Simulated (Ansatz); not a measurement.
**CHF3 (trifluoromethane) at RPA@PBE/def2-SVPD**

What is the electronic atomisation energy of CHF3 (trifluoromethane) at RPA@PBE/def2-SVPD? 

The calculation is run with Ansatz 0.2.0.

51 further runs of the same task are left out: 51 set aside as unsound or not needed.

## 1. The system as given

CHF3: 5 atoms, total charge 0, spin state singlet. As SMILES, `FC(F)F`. The coordinates come from a PBE0-D4/def2-TZVP relaxation.

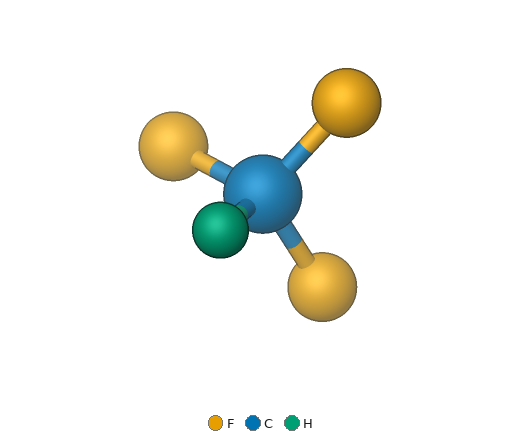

Viewed from a chosen angle; fluorine amber, carbon blue, hydrogen teal.

## 2. A single-point energy at RPA@PBE/def2-SVPD

File job.yaml:

```yaml
crystal:
  periodic: [false, false, false]
  atoms:
    - {symbol: F, position_ang: [-0.668650, -0.329700, 1.079190]}
    - {symbol: C, position_ang: [0.019500, 0.056360, 0.006820]}
    - {symbol: F, position_ang: [1.047350, -0.773770, -0.157470]}
    - {symbol: F, position_ang: [-0.772570, -0.035090, -1.059420]}
    - {symbol: H, position_ang: [0.374370, 1.082210, 0.130870]}
basis:
  gaussian:
    orbitals: def2-SVPD
hamiltonian:
  xc: {name: PBE}
correlation:
  method: rpa
  frozen_orbitals: {C: 1, F: 1, H: 0}
accuracy: high
```

Launch:

```sh
$ ansatz run job.yaml --threads 1 --pin off --max-ram 3480MiB --events-out events.jsonl --progress --plain --runs-dir runs
```

Standard output:

```text
Warning: RAYON_NUM_THREADS=1 ignored (pool sized by the plan → 1); use --threads N
Functional definition: PBE
  name "PBE"
  parameter kappa = 0.804
  parameter beta = 0.06672455060314922
  exchange = pbe_x(kappa = kappa, mu = beta*pi^2/3)
  correlation = pbe_c(beta = beta)
1953 factors; integrals over basis functions are off by at most 3.5e-9 eV
mean field evaluation 1: about -9186.9779 eV, gradient 3.6e1 eV
mean field evaluation 2: about -9186.9726 eV, gradient 3.6e1 eV
mean field evaluation 4: about -9188.7537 eV, gradient 5.3e0 eV
mean field evaluation 8: about -9188.8093 eV, gradient 2.7e-2 eV
mean field evaluation 16: about -9188.8093 eV, gradient 1.7e-7 eV
mean field -9188.80928584 eV, -337.6825128560 hartree, gradient 3.1e-8 eV, S^2 0.000000; 0 other end points of the search recorded, 0 dependent functions left out
4 core orbitals not correlated: weight in the atoms' cores, before any rotation towards them, 1.000 or more for the frozen orbitals, at most 0.000 for the correlated occupied ones
reference -9156.04551958 eV, -336.4784666539 hartree; 13, 13 occupied and 80, 80 virtual orbitals, 1953 factors
Total energy: -9184.85489925 eV, -337.5371918291 hartree
```

Run time: 8.1 s. Hardware: 1 thread of Arm Neoverse V2, shared host; peak memory 0.33 GiB.

## 3. The C atom, same level

File input.yaml:

```yaml
crystal:
  periodic: [false, false, false]
  atoms:
    - {symbol: C, position_ang: [0.000000, 0.000000, 0.000000]}
basis:
  gaussian:
    orbitals: def2-SVPD
magnetization:
  spin_polarized: true
  initial_magnetization: 2
hamiltonian:
  xc: {name: PBE}
correlation:
  method: rpa
  frozen_orbitals: {C: 1}
accuracy: high
```

Run the same way, it converges to -37.78135 Eh (log not shown).

## 4. The F atom, same level

File input.yaml:

```yaml
crystal:
  periodic: [false, false, false]
  atoms:
    - symbol: F
      position_ang: [0.000000, 0.000000, 0.000000]
basis:
  gaussian:
    orbitals: def2-SVPD
magnetization:
  spin_polarized: true
  initial_magnetization: 1
hamiltonian:
  xc: {name: PBE}
correlation:
  method: rpa
  frozen_orbitals: {F: 1}
accuracy: high
```

Run the same way, it converges to -99.53254 Eh (log not shown).

## 5. The H atom at the same level

File molecule.yaml:

```yaml
crystal:
  periodic: [false, false, false]
  atoms:
    - {symbol: H, position_ang: [0.000000, 0.000000, 0.000000]}
basis:
  gaussian: {orbitals: def2-SVPD}
hamiltonian: {xc: {name: PBE}}
correlation: {method: rpa, frozen_orbitals: {H: 0}}
accuracy: high
magnetization: {spin_polarized: true, initial_magnetization: 1}
```

Run the same way, it converges to -0.51464 Eh (log not shown).

## 6. Summary of results

At RPA@PBE/def2-SVPD, 4 core orbitals frozen:

```
                                  quantity          value
                    molecule: total energy  -337.53719 Eh
molecule: RPA correlation energy (valence)    -1058.7 mEh
                      C atom: total energy   -37.78135 Eh
  C atom: RPA correlation energy (valence)     -137.6 mEh
 C atom: ⟨S²⟩ of the reference determinant          2.003
                      F atom: total energy   -99.53254 Eh
  F atom: RPA correlation energy (valence)     -248.3 mEh
 F atom: ⟨S²⟩ of the reference determinant          0.751
                      H atom: total energy    -0.51464 Eh
            H atom: RPA correlation energy      -15.4 mEh
 H atom: ⟨S²⟩ of the reference determinant          0.750
             electronic atomisation energy      17.513 eV
```

Taking the molecule apart into free atoms costs 17.51 eV (1690 kJ/mol), before zero-point energy and without spin-orbit coupling.
